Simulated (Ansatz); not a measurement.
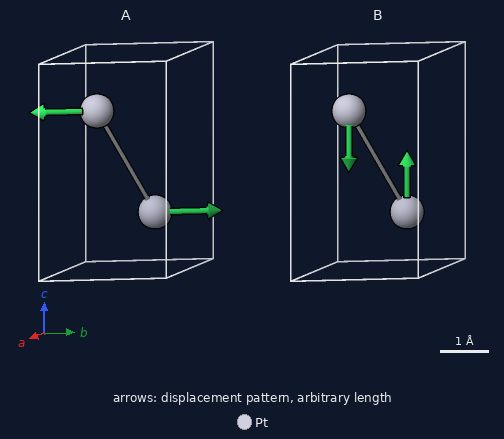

Modes of crystalline Pt relaxed at 3 GPa, space group P6₃/mmc (No. 194), at the zone centre (one member of each degenerate set). The green arrows give the relative displacements of the atoms. The picture is a ball-and-stick view of the cell of the calculation, seen slightly off an axis.

Level of theory: DFT PBEsol, scalar-relativistic, plane waves, PAW in Ansatz 0.2.0.

The frequencies depend somewhat on the k-mesh and the smearing.

Q: Which are infrared-active and which Raman-active?

A: A is E₂g, Raman-active by symmetry (39 cm⁻¹). B is B₁g, silent by symmetry (neither infrared- nor Raman-active) (186 cm⁻¹). The crystal has a centre of inversion, so no mode is both. In a metal the free carriers screen the infrared response.
